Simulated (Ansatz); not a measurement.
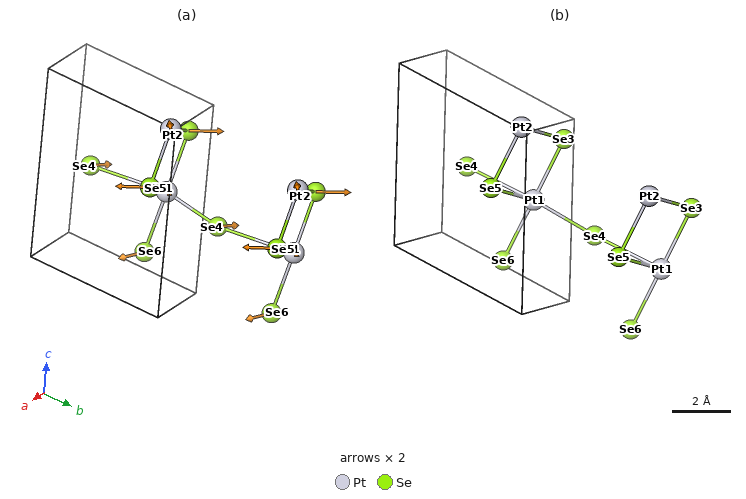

The structure of a crystal of PtSe$_{2}$ (built on the anatase type) before (left) and after (right) a relaxation, at one scale. The orange arrows give the displacements (the part carried along by the change of the cell is left out), magnified 2 times.

A ball-and-stick model of the cell of the calculation, reduced to other axes, repeated 1 × 2 × 1 with one cell outlined, seen slightly off an axis. Lengths and directions refer to the drawn axes.

Case: shaken.

All numbers below come from DFT, PBEsol, plane waves, PAW (Ansatz).

Input file:
```yaml
crystal:
  lattice:
    - [-2.4975036607, 2.5562071958, 5.80293216]
    - [2.5318700334, -2.4195326081, 5.7588620597]
    - [2.4617901345, 2.383819082, -5.7440584636]
  atoms:
    - { symbol: Pt, position: [0.7049185261, 0.2117984943, 0.4255711538] }
    - { symbol: Pt, position: [0.0286846442, 0.0438954957, 0.0572308946] }
    - { symbol: Se, position: [0.5411352385, 0.0466081515, 0.4957783713] }
    - { symbol: Se, position: [0.7913440084, 0.8273676131, 0.0564088049] }
    - { symbol: Se, position: [0.2437655294, 0.2166350246, 0.0513107531] }
    - { symbol: Se, position: [0.9844685249, 0.4124940235, 0.4839965224] }
kpoints:
  mp_grid: { grid: [6, 6, 6] }
hamiltonian:
  xc: pbesol
scf:
  occupations: { method: fermi_dirac, width: 0.05 }
relax:
  f_tol: 0.01
  cell: {}
  max_steps: 120
```

Command:
```bash
ansatz run input.yaml --threads 2 --pin off --max-ram 2211MiB --backend cpu --events-out ev --progress --plain --runs-dir out
```

Q: Summarise the run.

A: The run was cut off at its time limit before the relaxation converged, so the last structure is only a point on the way. Se3 moves most relative to the cell: 0.64 Å roughly along [0 3 1]. Largest moves by element: Se 0.64 Å, Pt 0.20 Å. The drawn cell changes as follows: a 4.941 → 4.759 Å (−3.7 %), b 4.994 → 5.073 Å (+1.6 %), c 6.689 → 6.399 Å (−4.3 %), α 111.3° → 117.0°, β 110.1° → 101.5°, γ 90.8° → 102.7°; the volume changes by −11.6 %. Among the contacts that change: Se3–Se5 4.655 → 3.199 Å, Se3–Se6 3.938 → 3.044 Å, Se4–Se5 3.853 → 3.044 Å, Se3–Se6 (another image) 3.710 → 2.949 Å. Among the angles between lasting bonds that change: Se3–Pt2–Se6 97.2° → 137.1°, Se4–Pt1–Se5 106.0° → 137.0°, Se4–Pt1–Se5 90.0° → 68.4°. The space group (tolerance 0.01 Å) goes from P1 (No. 1) to P-1 (No. 2). Over 18 accepted moves (23 points after the start) the energy falls by 3.350 eV per cell of the calculation. The largest force component goes from 5.8 to 0.02 eV/Å. Pressure: 16.23 GPa at the start and −0.09 GPa at the end. The line search rejected the trial steps at points 10, 13, 14, 19, 20 of the run.
